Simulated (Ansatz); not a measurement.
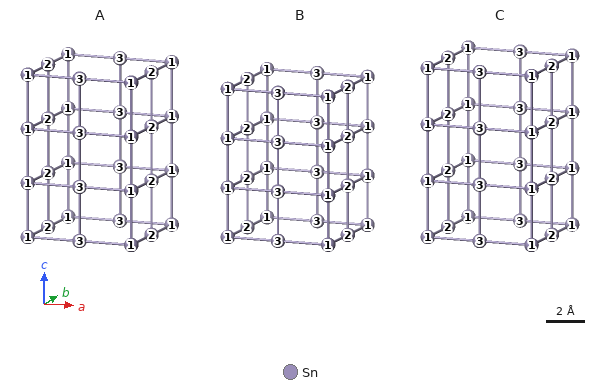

3 geometries from one relaxation of crystalline Sn (a generated structure, set up in P4/mmm) (coarse preliminary run), in shuffled order. A ball-and-stick model of the cell of the calculation, repeated 1 × 1 × 3 with one cell outlined, seen slightly off an axis.

Level of theory: Ansatz 0.2.0, DFT PBE, scalar-relativistic, plane waves, PAW. Set-up: plane-wave cutoff 420 eV; k-point mesh 4 × 4 × 6; occupations gaussian; smearing width 0.1 eV; no spin polarisation; cell and atoms relaxed; force threshold 0.04 eV/Å; at most 70 steps.

**Put them in the order of the run, from the start to the converged end.**

B, A, C. They are steps 0, 2, 5, at +350 meV per atom, +28.3 meV per atom relative to the last. The energy falls by 350 meV per atom in 4 accepted moves (5 points after the start). All forces vanish by symmetry, so only the cell relaxes. Pressure: 14.06 GPa at the start and 0.25 GPa at the end. At 1 point the geometry stayed and the basis and grid were re-selected for the new cell (energy shift of 1.8 meV per atom at most each time). No atom moves by more than 0.005 Å relative to the cell. The drawn cell changes as follows: a = b 5.721 → 5.912 Å (+3.3 %), c 2.673 → 3.050 Å (+14.1 %); the volume changes by +21.9 %. Near-neighbour distances that change, for instance: Sn1–Sn1 2.673 → 3.050 Å, Sn1–Sn2 2.861 → 2.956 Å. The space group stays P4/mmm (No. 123).

Limits of the set-up: the k-point mesh is coarse for a cell with partly filled bands.
